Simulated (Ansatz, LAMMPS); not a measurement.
# Static equation of state of glassy 68SiO2-14MgO-11ZnO-7BaO (mol %) (75 atoms)

Density of this cell: 2.80 g/cm³. The cell holds 75 atoms: 19 Si, 4 Mg, 3 Zn, 2 Ba and 47 O. Cell: a = 10.530 Å, b = 10.550 Å, c = 9.910 Å, α = 90.9°, β = 91.5°, γ = 88.1°. The starting structure: 75 atoms (19 Si, 4 Mg, 3 Zn, 2 Ba, 47 O) placed at random at 2.53 g/cm³, melted at 4000 K for 10 ps at fixed volume with the Morse and Coulomb pair potential with partial charges (Pedone, Malavasi, Menziani, Cormack and Segre, J. Phys. Chem. B 110, 11780 (2006)). Quenched from 4000 K to 300 K at 25 K/ps and fixed volume, held 5 ps, then minimised at fixed cell.

Calculated with Ansatz 0.2.0: Kohn-Sham DFT, PBE, PAW (set soft_2), plane waves; cutoff 420 eV, Γ point, fermi-dirac smearing of 0.025 eV. Cell and atoms were relaxed first, to V0 = 14.664 Å³ an atom at a residual P0 = -0.018 GPa. The cell was then scaled evenly, and the atoms were relaxed at each volume.

| volume (Å³/atom) | pressure (GPa) |
| --- | --- |
| 13.197 | 4.118 |
| 13.784 | ? |
| 14.224 | 0.7723 |
| 15.103 | -1.424 |
| 15.543 | -2.376 |

Task: Fit the third-order Birch–Murnaghan equation to the rows given and interpolate to the withheld row.

**Working.**

Take the Eulerian strain f = ½[(V0/V)^(2/3) − 1] and the normalised pressure F = (P − P0) / [3f(1 + 2f)^(5/2)]. The third-order Birch–Murnaghan equation is then the line F = B0 + (3/2)B0(B′ − 4) f, so u = f and v = F.

```
      u = f  v = F (GPa)
  0.0363831      31.7926
  0.0102570      24.4251
-0.00975631      50.4424
 -0.0190506      45.4646
```

With n = 4: mean u = 0.00445831, mean v = 38.0312, Σ(u − ū)² = 0.0018075, Σ(u − ū)(v − v̄) = -0.62923. Slope b = -0.62923 / 0.0018075 = -348.12; intercept a = v̄ − b ū = 39.583.

So B0 = a = 39.6 GPa and B′ = 4 + 2b/(3a) = -1.86. At the withheld volume f = 0.02106, F = a + b f = 32.25 GPa, and P = P0 + 3f(1 + 2f)^(5/2) F.

Prediction at 13.784: 2.240 GPa. The run gave 2.430 GPa, so the fit is low by 0.19 GPa (7.8 % of the value).

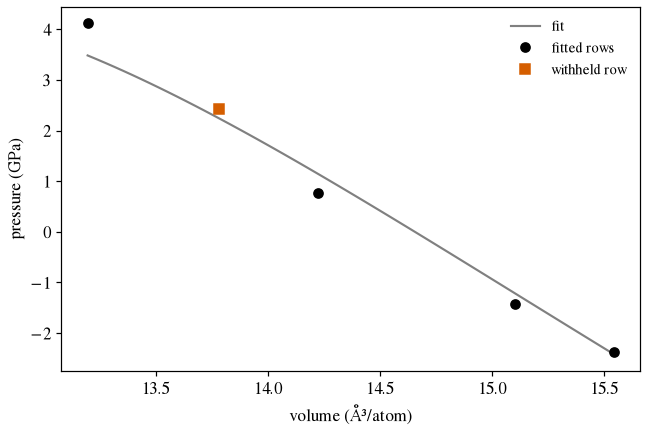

The fit, the rows that it rests on and the withheld row.

The series isn't one smooth equation of state: even a line fitted to all rows, the withheld one included, misses F by up to 49.8 %, the count of bonds changes along the series, an atom moves over 0.5 Å in some relaxation and a scaled cell ends below the relaxed one in energy. B0 and B′ are then only the numbers of this fit, not moduli of the material. Among the rows given, the largest miss of the fit is at 13.197, by 0.63 GPa (9.8 % of the range of the table).

Limits: Static cells at zero temperature; the cell shape is held. The program notes that the SCF threshold of these relaxations is loose for the stress. The quench rate of 25 K/ps is many orders above laboratory rates, so the cell is likely richer in defects and strain than a real sample. The network of bonds at the start is that of the classical potential that made the cell, and needn't be the one that DFT or experiment would give. Only the Γ point is sampled, in a cell whose shortest periodic width is 10 Å.

[Logs are printed without paths, hosts, clocks, repeated set-up lines and the standing remarks that a program may print on its own settings, such as how far it seeks lower states.]

[Hosts, paths, dates, database ids (printed as entryN), source tags and the programs' standing remarks are cut or masked in the printed files.]
